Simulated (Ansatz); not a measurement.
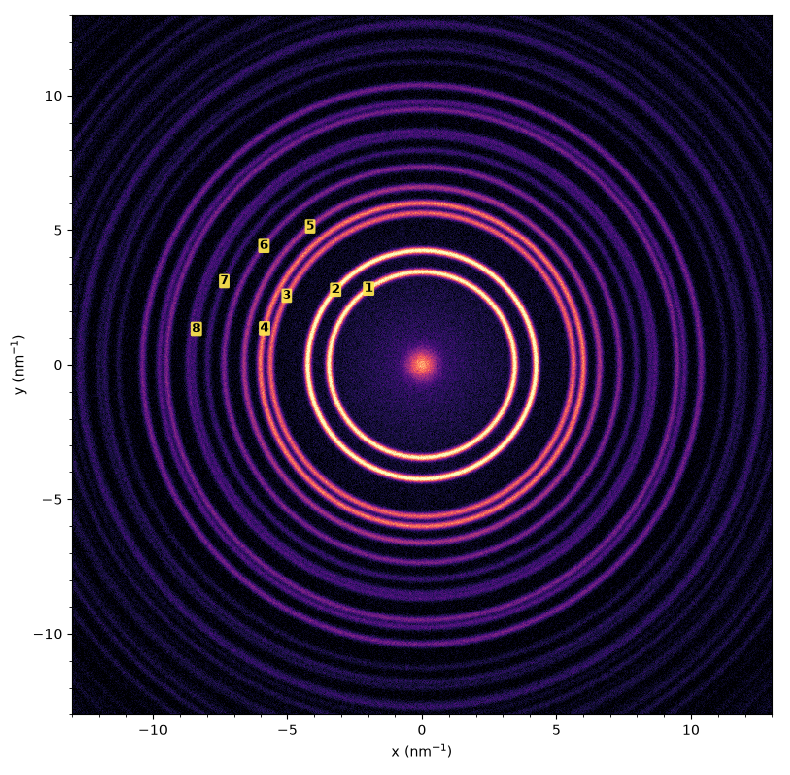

Simulated electron diffraction rings at 200 kV (λ = 0.0251 Å), scale in nm⁻¹ (radius = 1/d), for a mixture of two phases. Kinematic intensities with B = 0.3 Å² for all atoms, without multiple scattering; brightness goes as intensity to the power 0.6, clipped at the top, with counting noise. Reflections closer than the ring width show as one ring.

Phase I: Ni (Pm-3m), a = 2.355 Å, b = 2.355 Å, c = 2.355 Å, α = 90.00°, β = 90.00°, γ = 90.00°; the end point of a relaxation with Ansatz, DFT, RPBE, plane waves (420 eV) with PAW, scalar-relativistic; the starting structure was generated, so it need not be a known form of this composition.
Phase II: Ni (Fd-3m), a = 5.018 Å, b = 5.018 Å, c = 5.018 Å, α = 90.00°, β = 90.00°, γ = 90.00°; the input geometry of an electronic-structure calculation (not necessarily at equilibrium); the starting structure was generated, so it need not be a known form of this composition.
Volume fractions 0.5 and 0.5.

Assign each numbered ring to its phase and index it.

Answer.
| ring | radius | d (Å) | phase | hkl |
| --- | --- | --- | --- | --- |
| 1 | 3.45 nm⁻¹ | 2.90 | II | 111 |
| 2 | 4.25 nm⁻¹ | 2.36 | I | 100 |
| 3 | 5.64 nm⁻¹ | 1.774 | II | 220 |
| 4 | 6.00 nm⁻¹ | 1.665 | I | 110 |
| 5 | 6.61 nm⁻¹ | 1.513 | II | 311 |
| 6 | 7.35 nm⁻¹ | 1.360 | I | 111 |
| 7 | 7.97 nm⁻¹ | 1.255 | II | 400 |
| 8 | 8.49 nm⁻¹ | 1.178 | I | 200 |
